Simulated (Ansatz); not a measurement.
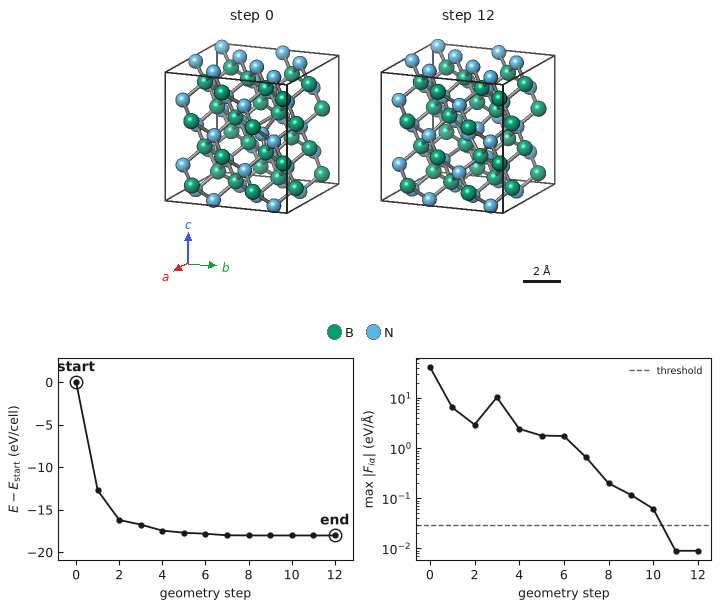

First and last geometry of a relaxation of a defect cell of composition B$_{32}$N$_{33}$ (cell charge +1), with the history of the run. Style: ball-and-stick. Shown: the cell of the calculation (origin shifted), slightly off an axis.

The atoms of the start lie slightly off their symmetric places, so part of the fall in energy undoes that.

Method: DFT, PBEsol, PAW, plane waves in Ansatz. Settings: plane-wave cutoff 420 eV; k-point mesh 1 × 1 × 1; mesh shifted by (0.25, 0.25, 0.25); no spin polarisation; atoms relaxed in a fixed cell; force threshold 0.03 eV/Å; at most 80 steps.

Q: Did the run converge, and what did it change?

A: It converged. Over 12 geometry steps the energy falls by 18.018 eV per cell of the calculation. Largest force component: 42 eV/Å at the start, 0.009 eV/Å at the end. The largest move is that of an N atom, 0.53 Å roughly along +b. By element the largest moves are N 0.53 Å, B 0.28 Å. The cell doesn't change. Among the contacts that change: B–N 1.747 → 2.213 Å, B–N 1.020 → 1.474 Å, B–N 1.052 → 1.467 Å, N–N 1.776 → 2.191 Å. Bond angles that change, for instance: B–N–N 64.2° → 109.5°, B–N–N 65.8° → 108.8°, N–B–N 119.9° → 101.7°.

Limits of the set-up: the periodic images lie only 7.2 Å apart, so the values are limited by the cell's size; the cell is charged, on a uniform background, and energies carry no finite-size correction.
